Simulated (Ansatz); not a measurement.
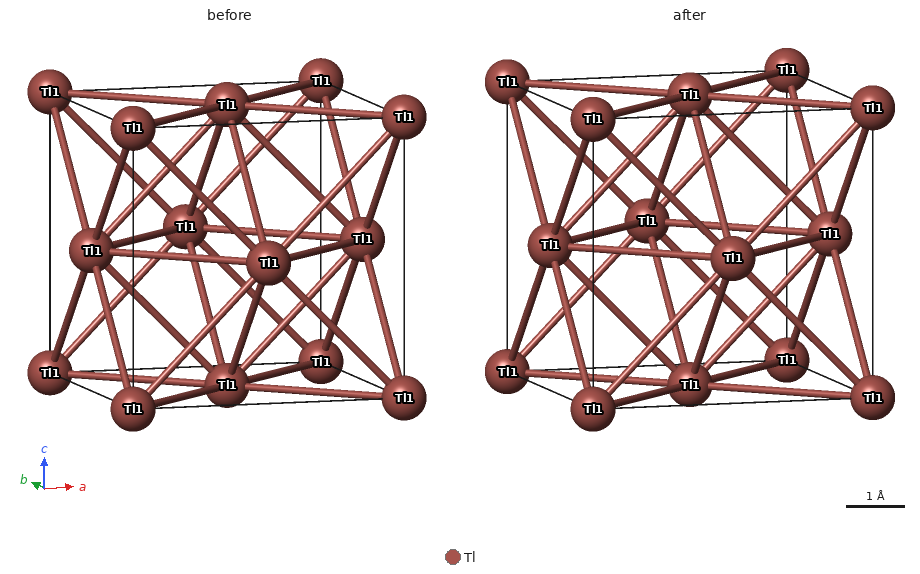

Left: a symmetric starting cell of Tl. Right: the same structure after one change, at the same scale. The picture is a ball-and-stick view of the conventional cell (4 times the calculation's cell), seen slightly off an axis. Lengths and directions refer to the drawn axes.

Theory: DFT PBE, scalar-relativistic, plane waves, PAW in Ansatz 0.2.0. (plane-wave cutoff 420 eV; k-point mesh 14 × 14 × 14; occupations gaussian; smearing width 0.1 eV; no spin polarisation)

Q: What was changed?

A: All lengths are scaled by +3.2 % (volume +9.9 %), the atoms keeping their fractional coordinates. No relaxation follows. The starting cell wasn't computed here and needn't be at equilibrium, so pressure and forces aren't due to the change alone.

Q: And its effect?

A: The pressure is −1.3 GPa (not all of it need come from the change, since the unchanged cell can be under pressure at this level too). All forces vanish by symmetry. Some distances before and after: Tl–Tl 3.488 → 3.599 Å. The space group stays Fm-3m (No. 225).
